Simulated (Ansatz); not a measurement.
## Two runs on Mn

System: Mn (Fd-3m, 2 atoms in the cell).
Method of run 1: DFT, BLYP, plane waves (420 eV) with PAW, scalar-relativistic, no spin polarisation (Ansatz 0.2.0).

Text and figures count atoms from 1; the logs count them from 0 in places.

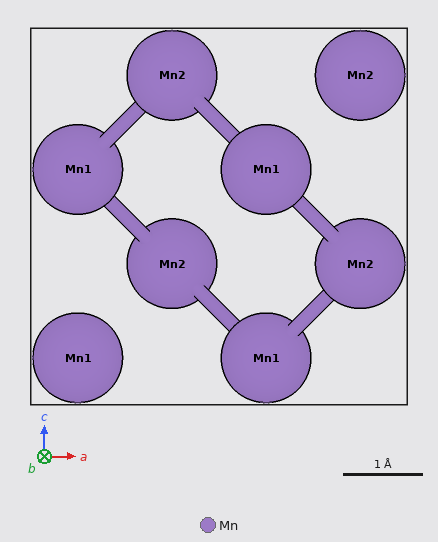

Figure 1. The structure (ball-and-stick view of the cell 4 times as large as that of the calculation, set on its symmetry axes, along the b axis; atoms are numbered from 1 in the order of the input). Near neighbours in the crystal (not all of them lie inside the picture): Mn has 4 Mn at 2.08 Å.

## Input file, run 1
```yaml
crystal:
  lattice:
    - [0.0, 2.4036100736, 2.4036100736]
    - [2.4036100736, 0.0, 2.4036100736]
    - [2.4036100736, 2.4036100736, 0.0]
  atoms:
    - { symbol: Mn, position: [0.125, 0.125, 0.125] }
    - { symbol: Mn, position: [0.875, 0.875, 0.875] }
hamiltonian:
  xc: blyp
  pseudopotentials:
    kind: paw
    azcp:
      Mn: "pseudopotentials/Mn.paw.azcp"
basis:
  ecutwfc: 420
  fft_grid_basis: typed
kpoints:
  mp_grid: { grid: [12, 12, 12], shift: [0, 0, 0] }
magnetization:
  spin_polarized: false
scf:
  occupations: { method: fermi_dirac, width: 0.1 }
  lower_state_search: "off"
output:
  stress: true
```

Hardware: 2 threads of an Arm (aarch64) CPU, shared host.

## Output, shortened to warnings, some set-up lines, iterations and results (run 1)
```
Basis set: ecut = 420 eV, 537 PW (Γ), exchange–correlation on 48×48×48 points (8 copies of the dense FFT grid, shifted against one another)
Symmetry: 48 space group operations
k-points: 72 of 1728
Initial density: superposition of atomic densities (neutral atoms: chi_scale 0, normalization atom), corrected by the library's trained network
[...]
SCF iter   1: F=—  HF=-7809.962666 eV  |F-HF|=—  |Δ(HF+E_count)|=         —  Δρ=3.13e-2  dr2=2.63e-1  ethr=1.77e-3  ⟨swp⟩=3.1  Hψ=5133  notcnv=0
SCF iter   2: F=—  HF=-7809.915274 eV  |F-HF|=—  |Δ(HF+E_count)|=   4.74e-2  Δρ=1.09e-2  dr2=4.35e-2  ethr=8.76e-4  ⟨swp⟩=2.0  Hψ=2147  notcnv=0
SCF iter   3: F=—  HF=-7809.904324 eV  |F-HF|=—  |Δ(HF+E_count)|=   1.10e-2  Δρ=4.22e-3  dr2=6.94e-3  ethr=1.45e-4  ⟨swp⟩=1.9  Hψ=1579  notcnv=0
SCF iter   4: F=—  HF=-7809.902707 eV  |F-HF|=—  |Δ(HF+E_count)|=   1.62e-3  Δρ=1.57e-3  dr2=3.96e-4  ethr=2.31e-5  ⟨swp⟩=2.0  Hψ=1943  notcnv=0
SCF iter   5: F=—  HF=-7809.902724 eV  |F-HF|=—  |Δ(HF+E_count)|=   1.61e-5  Δρ=3.33e-4  dr2=3.32e-5  ethr=1.32e-6  ⟨swp⟩=2.4  Hψ=2272  notcnv=0
SCF iter   6: F=—  HF=-7809.902741 eV  |F-HF|=—  |Δ(HF+E_count)|=   1.71e-5  Δρ=1.03e-4  dr2=2.53e-6  ethr=1.11e-7  ⟨swp⟩=2.1  Hψ=1771  notcnv=0
SCF iter   7: F=—  HF=-7809.902742 eV  |F-HF|=—  |Δ(HF+E_count)|=   1.70e-6  Δρ=2.72e-5  dr2=1.24e-7  ethr=8.43e-9  ⟨swp⟩=2.0  Hψ=1961  notcnv=0
SCF iter   8: F=-7809.902742 eV  HF=-7809.902742 eV  |F-HF|=5.64e-9  |Δ(HF+E_count)|=   1.38e-7  Δρ=3.01e-6  dr2=1.34e-9  ethr=3.33e-10  ⟨swp⟩=4.0  Hψ=4935  notcnv=0
SCF 1 converged in 8 iterations: F = -7809.902742 eV  dr2 = 1.34e-9
SCF converged after 8 iterations
Free energy (F): -7809.902742 eV
Harris-Foulkes:  -7809.902742 eV  (|F-HF|=5.64e-9)
Internal energy: -7809.835553 eV  (E = F + TS)
E sigma→0 (E₀):  -7809.869148 eV
Entropy (-TS):   -0.067190 eV (-33.595 meV/atom)
Fermi energy:    15.117853 eV
--- Per-component energies (eV) ---
  E_band       = -457.343514
  E_kinetic    = 624.599452
  E_local      = -4201.907267  (includes V_loc(G=0)·N_el)
  E_nonlocal   = 481.487899
  E_hartree    = 1763.026689
  E_xc         = -226.992798
  E_vxc        = -289.879853  (∫ρ·V_xc dr)
  E_paw        = -2619.536158  (= ΣΔE_a)
  E_vpaw       = -597.696572  (= ΣTr[D̂ρ^β])
  E_aug_tail   = -0.000020  (compensation charges beyond the density's cutoff)
  E_ewald      = -3630.538115
  E_core_change = 0.024765  (= ΣΔE_core)
  E_smearing   = -0.067190  (= −TS)
  E_closure    = -0.000000  (closes the sum)
  Σ components = -7809.902742   (vs F -7809.902742, Δ=0.00e0)
--- Stress (GPa, compression-positive) ---
       21.823356      -0.000000      -0.000000
        0.000000      21.823356       0.000000
       -0.000000      -0.000000      21.823356
  P = ⅓ Tr σ = 21.8234 GPa (218.234 kbar)
```

For run 2 the input was changed thus:
```diff
-    - [0.0, 2.4036100736, 2.4036100736]
-    - [2.4036100736, 0.0, 2.4036100736]
-    - [2.4036100736, 2.4036100736, 0.0]
+    - [0.0, 2.4743447089, 2.4743447089]
+    - [2.4743447089, 0.0, 2.4743447089]
+    - [2.4743447089, 2.4743447089, 0.0]
```

What does this change do to the results?

With the same functional and potentials, run 2 lies 104.4 meV per atom lower. The pressure goes from 21.82 to 5.81 GPa. The volume per atom goes from 13.89 to 15.15 Å³. The SCF takes 7 iterations against 8. The plane waves at Γ go from 537 to 609.

## Output, shortened to warnings, some set-up lines, iterations and results (run 2)
```
Basis set: ecut = 420 eV, 609 PW (Γ), exchange–correlation on 48×48×48 points (8 copies of the dense FFT grid, shifted against one another)
Symmetry: 48 space group operations
k-points: 72 of 1728
Initial density: superposition of atomic densities (neutral atoms: chi_scale 0, normalization atom), corrected by the library's trained network
[...]
SCF iter   1: F=—  HF=-7810.148914 eV  |F-HF|=—  |Δ(HF+E_count)|=         —  Δρ=2.49e-2  dr2=1.78e-1  ethr=1.77e-3  ⟨swp⟩=3.1  Hψ=5150  notcnv=0
SCF iter   2: F=—  HF=-7810.117644 eV  |F-HF|=—  |Δ(HF+E_count)|=   3.13e-2  Δρ=7.59e-3  dr2=2.34e-2  ethr=5.94e-4  ⟨swp⟩=2.0  Hψ=2146  notcnv=0
SCF iter   3: F=—  HF=-7810.112487 eV  |F-HF|=—  |Δ(HF+E_count)|=   5.16e-3  Δρ=3.21e-3  dr2=4.43e-3  ethr=7.81e-5  ⟨swp⟩=1.8  Hψ=1544  notcnv=0
SCF iter   4: F=—  HF=-7810.111565 eV  |F-HF|=—  |Δ(HF+E_count)|=   9.22e-4  Δρ=1.15e-3  dr2=2.37e-4  ethr=1.48e-5  ⟨swp⟩=2.0  Hψ=1888  notcnv=0
SCF iter   5: F=—  HF=-7810.111576 eV  |F-HF|=—  |Δ(HF+E_count)|=   1.10e-5  Δρ=2.58e-4  dr2=2.37e-5  ethr=7.89e-7  ⟨swp⟩=2.3  Hψ=2085  notcnv=0
SCF iter   6: F=—  HF=-7810.111580 eV  |F-HF|=—  |Δ(HF+E_count)|=   3.94e-6  Δρ=6.95e-5  dr2=1.22e-6  ethr=7.90e-8  ⟨swp⟩=2.0  Hψ=1865  notcnv=0
SCF iter   7: F=-7810.111581 eV  HF=-7810.111581 eV  |F-HF|=6.95e-8  |Δ(HF+E_count)|=   1.12e-6  Δρ=2.10e-5  dr2=8.59e-8  ethr=3.33e-10  ⟨swp⟩=3.5  Hψ=5835  notcnv=0
SCF 1 converged in 7 iterations: F = -7810.111581 eV  dr2 = 8.59e-8
SCF converged after 7 iterations
Free energy (F): -7810.111581 eV
Harris-Foulkes:  -7810.111581 eV  (|F-HF|=6.95e-8)
Internal energy: -7810.041284 eV  (E = F + TS)
E sigma→0 (E₀):  -7810.076433 eV
Entropy (-TS):   -0.070297 eV (-35.149 meV/atom)
Fermi energy:    13.520961 eV
--- Per-component energies (eV) ---
  E_band       = -502.343059
  E_kinetic    = 620.043884
  E_local      = -4360.420318  (includes V_loc(G=0)·N_el)
  E_nonlocal   = 480.226544
  E_hartree    = 1820.988072
  E_xc         = -225.619829
  E_vxc        = -287.980552  (∫ρ·V_xc dr)
  E_paw        = -2618.533256  (= ΣΔE_a)
  E_vpaw       = -596.206819  (= ΣTr[D̂ρ^β])
  E_aug_tail   = -0.000020  (compensation charges beyond the density's cutoff)
  E_ewald      = -3526.751125
  E_core_change = 0.024765  (= ΣΔE_core)
  E_smearing   = -0.070297  (= −TS)
  E_closure    = -0.000000  (closes the sum)
  Σ components = -7810.111581   (vs F -7810.111581, Δ=0.00e0)
--- Stress (GPa, compression-positive) ---
        5.810139      -0.000000      -0.000000
       -0.000000       5.810139       0.000000
        0.000000       0.000000       5.810139
  P = ⅓ Tr σ = 5.8101 GPa (58.101 kbar)
```

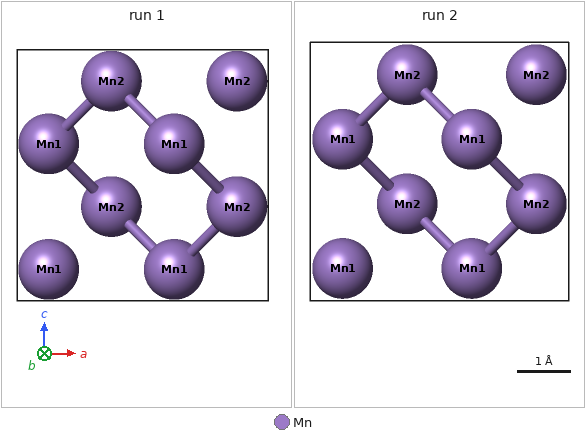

Figure 2. The two input geometries at one scale (ball-and-stick view of the cell 4 times as large as that of the calculation, set on its symmetry axes, along the b axis). The atoms keep their places relative to the cell (all moves are under 0.005 Å). Cell: a = b = c 4.807 → 4.949 Å (+2.9 %). Volume +9.1 %. Among the contacts that change: Mn1–Mn2 2.082 → 2.143 Å.

## The two runs side by side

| quantity | run 1 | run 2 |
| --- | --- | --- |
| outcome | converged | converged |
| free energy per atom (eV) | −3904.9514 | −3905.0558 |
| energy per atom, smearing taken to zero (eV) | −3904.9346 | −3905.0382 |
| pressure (GPa) | 21.82 | 5.81 |
| volume per atom (Å³) | 13.89 | 15.15 |
| SCF iterations | 8 | 7 |
| irreducible k-points | 72 | 72 |
| plane waves at Γ | 537 | 609 |
| wall time (shared host) | 1.4 s | 1.4 s |

For both runs: The run has no spin polarisation, so a magnetic state may lie lower. For run 1: The cell is under a pressure of 22 GPa at this level, so it is not at its equilibrium volume. For run 2: The cell is under a pressure of 5.8 GPa at this level, so it is not at its equilibrium volume.
